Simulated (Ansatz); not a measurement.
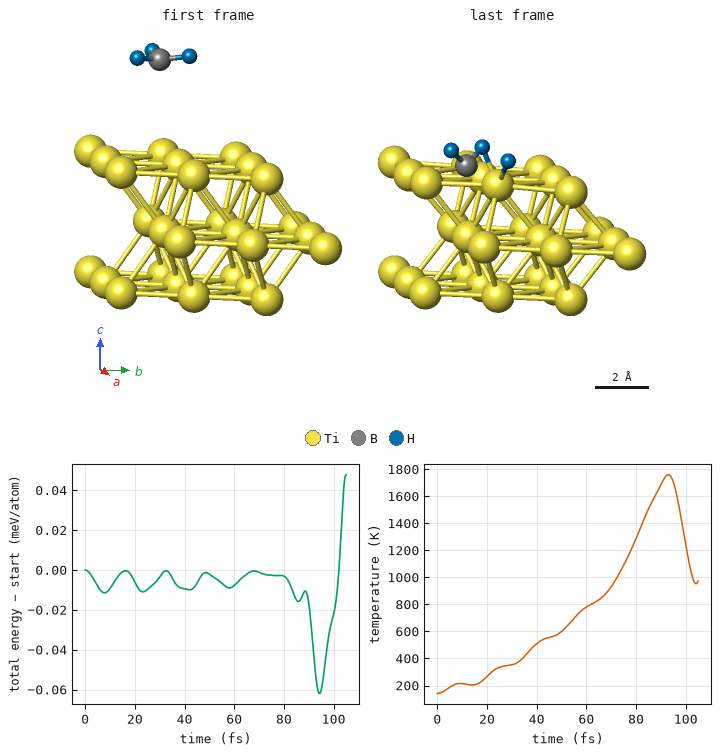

Molecular dynamics of BH3 on Ti(0001) (31 atoms in the cell), 105 fs long. The picture is a ball-and-stick view of the simulation cell, with the vacuum cut short, seen slightly off an axis. Bonds to atoms that aren't drawn are left out.

Theory: DFT LDA, scalar-relativistic, plane waves, PAW in Ansatz 0.2.0. Set-up: plane-wave cutoff 420 eV; k-point mesh 2 × 2 × 1; Fermi-Dirac smearing 0.15 eV; low-accuracy preset; 9 atoms held fixed; constant energy (NVE); time step 0.5 fs; at the start 4 atoms move with typed velocities and the others are at rest.

Check the integration.

Answer. The total energy stays between −0.062 and 0.048 meV per atom of its start. A straight-line fit has a slope that amounts to −0.012 meV per atom over 105 fs (under 0.1 % of the mean kinetic energy), its mean offset in the second half is under 0.1 %, and the ripple about the line is under 0.1 % of the kinetic energy's fluctuation. With a drift under 2 % and a ripple under 7 %, the integration is accurate. Over the second half the temperature averages 1161 K (spread ±348 K). It is well above the start because potential energy is released as heat. The potential energy is still drifting at the end, so the run hasn't reached equilibrium. The potential energy in the second half lies on average 93.6 meV per atom below the first frame.

Limits of the set-up: the program's low-accuracy preset was used.

PAW datasets: the set soft_1.
